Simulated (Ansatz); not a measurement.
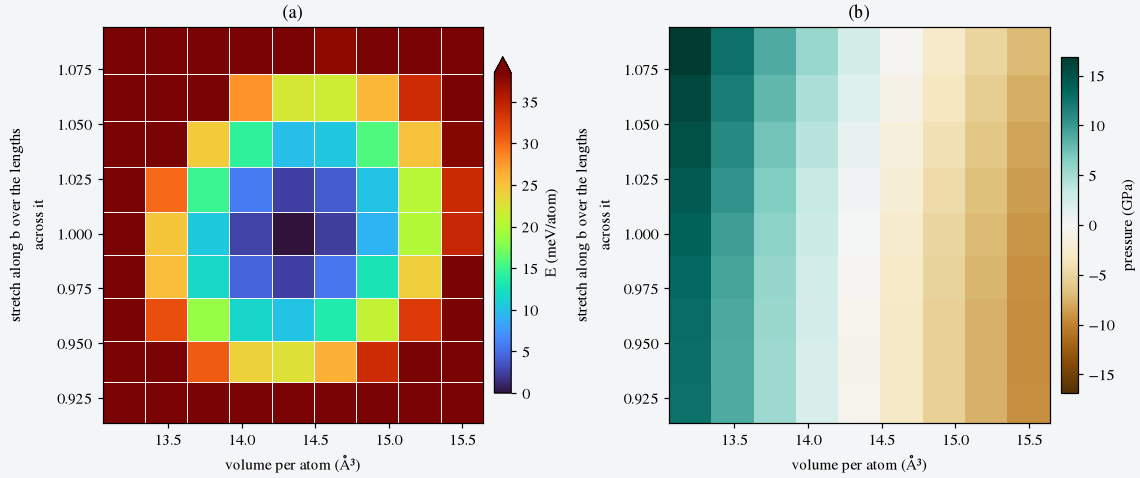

TiSi₂ (Cmcm, No. 63; 6 atoms in the cell). The energy is mapped over volume and the cell's shape. The first coordinate is: volume per atom; the second: stretch along b over the lengths across it, relative to the relaxed cell. Nothing is relaxed (fractional coordinates fixed). The grid has 9 × 9 points. Points are written as (first, second). Energies: meV/atom, counted from the lowest grid point. Method: DFT PBE, scalar-relativistic, plane waves, PAW in Ansatz. Settings: cutoff 520 eV, k-mesh 12×12×12, gaussian smearing 0.15 eV, no spin polarisation.

Panel (a) is the energy and panel (b) the computed pressure on the same grid.

Drawn: one coloured cell a grid point, one colour for all values above the top of the scale.

Question: How does the pressure vary over the map, and what is it at the lowest grid point?

Answer: It runs from −9.4 GPa at (15.496 Å³, 0.942) to 16.9 GPa at (13.200 Å³, 1.083). At the lowest grid point, (14.348 Å³, 1.000), it is 0.0 GPa. The pressure is minus the slope of the energy with volume, so it vanishes at the true minimum, which need not be a grid point.

```tsv
second ↓, first →	13.200	13.487	13.774	14.061	14.348	14.635	14.922	15.209	15.496
1.083	16.9	12.7	8.9	5.5	2.5	−0.3	−2.8	−5.0	−7.1
1.062	15.9	11.8	8.1	4.7	1.7	−1.0	−3.5	−5.7	−7.7
1.041	15.0	11.0	7.3	4.0	1.0	−1.7	−4.1	−6.3	−8.2
1.020	14.3	10.3	6.7	3.4	0.5	−2.2	−4.6	−6.7	−8.7
1.000	13.8	9.7	6.1	2.9	0.0	−2.6	−5.0	−7.1	−9.0
0.980	13.3	9.3	5.8	2.5	−0.3	−2.9	−5.3	−7.4	−9.2
0.961	13.0	9.0	5.5	2.3	−0.6	−3.1	−5.4	−7.5	−9.4
0.942	12.8	8.9	5.4	2.2	−0.7	−3.2	−5.5	−7.6	−9.4
0.923	12.8	8.9	5.3	2.2	−0.7	−3.2	−5.5	−7.5	−9.4
```

PAW datasets: the set soft_1.
